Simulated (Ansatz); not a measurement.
# A series of single points on MnO

System: MnO (Imm2, 2 atoms in the cell).
Method: DFT PBE, scalar-relativistic, plane waves, PAW, spin-polarised (Ansatz 0.2.0).

The 5 runs differ only in the geometry, by a shift of atoms along one path in a fixed cell. The shift s is measured from run 3: O2 moves along the Cartesian direction (0.00, −0.71, −0.71). The structure derives from an entry of the Crystallography Open Database.

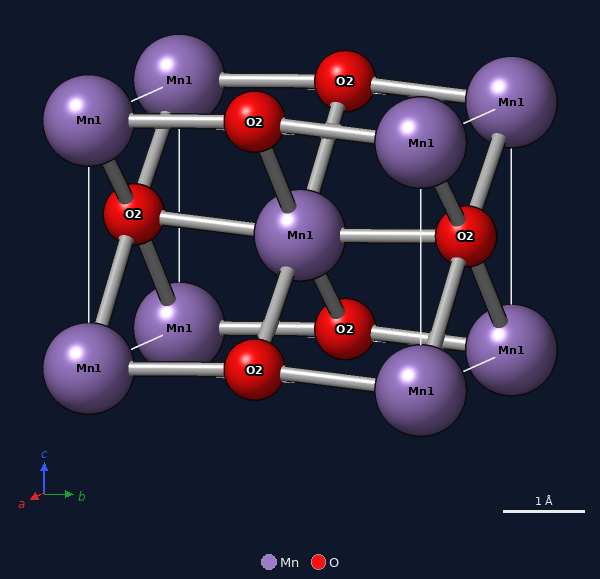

Figure 1. The structure of run 3 (ball-and-stick view of the cell 2 times as large as that of the calculation, set on its symmetry axes, seen slightly off an axis; atoms are numbered from 1 in the order of the input). An atom can appear more than once, as a periodic image.

## Input of run 3
```yaml
crystal:
  lattice:
    - [0.0, 2.222, 2.222]
    - [2.222, 0.0, 2.222]
    - [2.222, 2.222, 0.0]
  atoms:
    - { symbol: Mn, position: [0.0, 0.0, 0.0], spin: 4.46 }
    - { symbol: O, position: [0.4602212657, 0.5, 0.5], spin: 0.26 }
basis:
  ecutwfc: 420
kpoints:
  mp_grid: { grid: [18, 18, 18] }
hamiltonian:
  xc: pbe
scf:
  occupations: { method: gaussian, width: 0.15 }
output:
  forces: true
  stress: true
  eigenvalues: true
  populations: true
magnetization:
  spin_polarized: true
```

Command:
```bash
ansatz run input.yaml --threads 1 --pin off --max-ram 2560MiB --backend cpu --events-out ev --progress --plain --runs-dir out
```

Run 2 differs from it as follows:
```diff
-    - { symbol: O, position: [0.4602212657, 0.5, 0.5], spin: 0.26 }
+    - { symbol: O, position: [0.5795574686, 0.5, 0.5], spin: 0.26 }
```

## Results, with one run withheld

```csv
run,shift s of O2 (Å),"free energy per atom, from the lowest run given (meV)",pressure (GPa),force along the path (eV/Å)
1,−0.6250,206.22,19.04,1.940
2,−0.3750,?,?,?
3,0.0000,0.00,1.39,−0.432
4,0.2500,104.49,12.01,−1.311
5,0.3125,150.37,15.39,−1.628
```

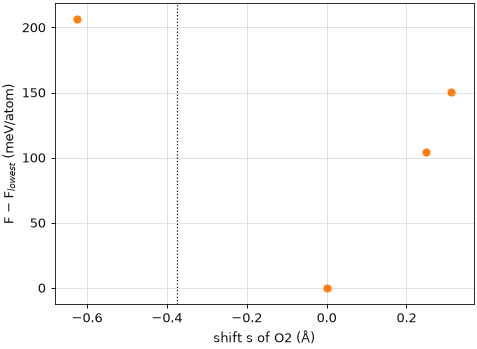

Figure 2. Free energy per atom of the runs given; the dotted line marks run 2.

Estimate the energy of run 2 from the others.

A quadratic polynomial in the coordinate, fitted to the 4 runs given, misses them by at most 1.40 meV per atom. With x = s + 0.0156, it reads F = −3.4444 + 182.24 x + 863.72 x² (meV per atom). At run 2 it gives 42.62 meV per atom, and the run itself gives 39.01. The slope of the fit gives a force −dF/ds of 0.877 eV/Å along the path (summed over the atoms that move), and the printed forces give 0.820 eV/Å. The fit has its minimum at s = −0.1211 Å. The fit misses that run by 3.61 meV per atom.

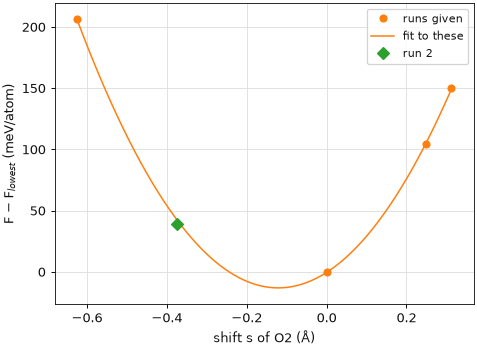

Figure 3. The fit and the withheld run.

## Output, shortened to warnings, some set-up lines, iterations and results (run 2)
```
Basis set: ecut = 420 eV, 411 PW (Γ), exchange–correlation on 48×48×48 points (8 copies of the dense FFT grid, shifted against one another)
Symmetry: 4 space group operations
k-points: 865 of 5832 (time reversal used)
Initial density: superposition of atomic densities (chi_scale 0.1, normalization cell, long waves kept (reshape's long-wave potential 0.00 eV rms))
[...]
SCF iter   1: F=—  HF=-4466.139385 eV  |F-HF|=—  |Δ(HF+E_count)|=         —  Δρ=1.18e-1 (↑1.18e-1 ↓8.62e-2)  dr2=7.72e0  dr2_m=1.16e-1  M=4.476 μB ∫|m|=4.476 μB  β_m=0.30  …
SCF iter   2: F=—  HF=-4465.237565 eV  |F-HF|=—  |Δ(HF+E_count)|=   9.02e-1  Δρ=5.63e-2 (↑5.63e-2 ↓3.97e-2)  dr2=1.95e0  dr2_m=4.26e-2  M=4.590 μB ∫|m|=4.590 μB  β_m=0.42  …
SCF iter   3: F=—  HF=-4465.445880 eV  |F-HF|=—  |Δ(HF+E_count)|=   2.08e-1  Δρ=1.60e-2 (↑1.60e-2 ↓1.30e-2)  dr2=8.91e-2  dr2_m=5.86e-3  M=4.703 μB ∫|m|=4.703 μB  β_m=0.61  …
SCF iter   4: F=—  HF=-4465.980849 eV  |F-HF|=—  |Δ(HF+E_count)|=   5.35e-1  Δρ=1.17e-2 (↑4.45e-3 ↓1.17e-2)  dr2=2.90e-2  dr2_m=6.90e-3  M=4.771 μB ∫|m|=4.771 μB  β_m=0.69  …
SCF iter   5: F=—  HF=-4466.050711 eV  |F-HF|=—  |Δ(HF+E_count)|=   6.99e-2  Δρ=9.03e-3 (↑9.03e-3 ↓7.03e-3)  dr2=1.17e-2  dr2_m=1.06e-2  M=4.826 μB ∫|m|=4.826 μB  β_m=0.84  …
SCF iter   6: F=—  HF=-4466.070718 eV  |F-HF|=—  |Δ(HF+E_count)|=   2.00e-2  Δρ=1.95e-3 (↑1.95e-3 ↓1.15e-3)  dr2=3.86e-4  dr2_m=3.40e-4  M=4.840 μB ∫|m|=4.840 μB  β_m=0.92  …
SCF iter   7: F=—  HF=-4466.070966 eV  |F-HF|=—  |Δ(HF+E_count)|=   2.49e-4  Δρ=3.89e-4 (↑3.85e-4 ↓3.89e-4)  dr2=8.69e-5  dr2_m=7.82e-6  M=4.844 μB ∫|m|=4.844 μB  β_m=0.91  …
SCF iter   8: F=—  HF=-4466.070972 eV  |F-HF|=—  |Δ(HF+E_count)|=   5.41e-6  Δρ=1.04e-4 (↑1.04e-4 ↓8.67e-5)  dr2=3.07e-6  dr2_m=1.10e-6  M=4.844 μB ∫|m|=4.844 μB  β_m=0.86  …
SCF iter   9: F=—  HF=-4466.070973 eV  |F-HF|=—  |Δ(HF+E_count)|=   9.38e-7  Δρ=1.58e-5 (↑1.58e-5 ↓1.25e-5)  dr2=5.72e-9  dr2_m=3.89e-8  M=4.844 μB ∫|m|=4.844 μB  β_m=0.93  …
SCF iter  10: F=-4466.070973 eV  HF=-4466.070973 eV  |F-HF|=3.54e-8  |Δ(HF+E_count)|=   2.92e-8  Δρ=1.00e-5 (↑7.34e-6 ↓1.00e-5)  dr2=4.15e-8  dr2_m=6.56e-9  M=4.844 μB …
SCF iter  11: F=-4466.070973 eV  HF=-4466.070973 eV  |F-HF|=4.07e-10  |Δ(HF+E_count)|=   8.22e-9  Δρ=1.39e-6 (↑1.32e-6 ↓1.39e-6)  dr2=5.57e-10  dr2_m=2.41e-10  M=4.844 μB …
SCF 1 converged in 11 iterations: F = -4466.070973 eV  dr2 = 5.57e-10
SCF converged after 11 iterations
an eigenvalue changed by more than its tolerance at an iteration that met the thresholds in force, so the SCF went on 1 time: the last check found none over its tolerance
Magnetization: 4.8442 μB (12.9221 up, 8.0779 down)
Absolute magnetization: 4.8442 μB (∫|ρ↑−ρ↓|, with the PAW one-centre terms)
Spin contamination: 0.0087 ħ² per cell (⟨S²⟩ above its minimum at these occupations)
Per-site moments (μB) at R_I (Å): [(3.9113630648235107, 0.8468001471494796), (0.2439704607592372, 0.8468001471494796)]
Free energy (F): -4466.070973 eV
Harris-Foulkes:  -4466.070973 eV  (|F-HF|=4.07e-10)
Internal energy: -4466.062140 eV  (E = F + TS)
E sigma→0 (E₀):  -4466.066556 eV
Entropy (-TS):   -0.008833 eV (-4.417 meV/atom)
Fermi energy:    13.455383 eV
--- Per-component energies (eV) ---
  E_band       = -247.105732
  E_kinetic    = 474.856341
  E_local      = -2245.681340  (includes V_loc(G=0)·N_el)
  E_nonlocal   = 302.763735
  E_hartree    = 901.591630
  E_xc         = -184.771839
  E_vxc        = -236.060296  (∫ρ·V_xc dr)
  E_paw        = -1465.967489  (= ΣΔE_a)
  E_vpaw       = -346.169537  (= ΣTr[D̂ρ^β])
  E_aug_tail   = 0.002386  (compensation charges beyond the density's cutoff)
  E_ewald      = -2248.855564
  E_smearing   = -0.008833  (= −TS)
  E_closure    = 0.000000  (closes the sum)
  Σ components = -4466.070973   (vs F -4466.070973, Δ=0.00e0)
--- Forces (eV/Å), atoms counted from 1 ---
  atom   1  Mn     0.00000000     0.57973000     0.57973000
  atom   2  O      0.00000000    -0.57974024    -0.57974024
  max |Σ_I F_I| component: 1.02e-5 eV/Å
--- Stress (GPa, compression-positive) ---
        2.769925       0.000000      -0.000000
        0.000000       7.391608      -1.511592
       -0.000000      -1.511592       7.391608
  P = ⅓ Tr σ = 5.8510 GPa (58.510 kbar)
--- Löwdin populations: 2 sites ---
  site symbol       q [e]    m [muB]
     0     Mn     13.8529     4.5056
     1      O      7.0243     0.3141
  spilling = 0.005848 (of n_electrons = 21.000000)
```
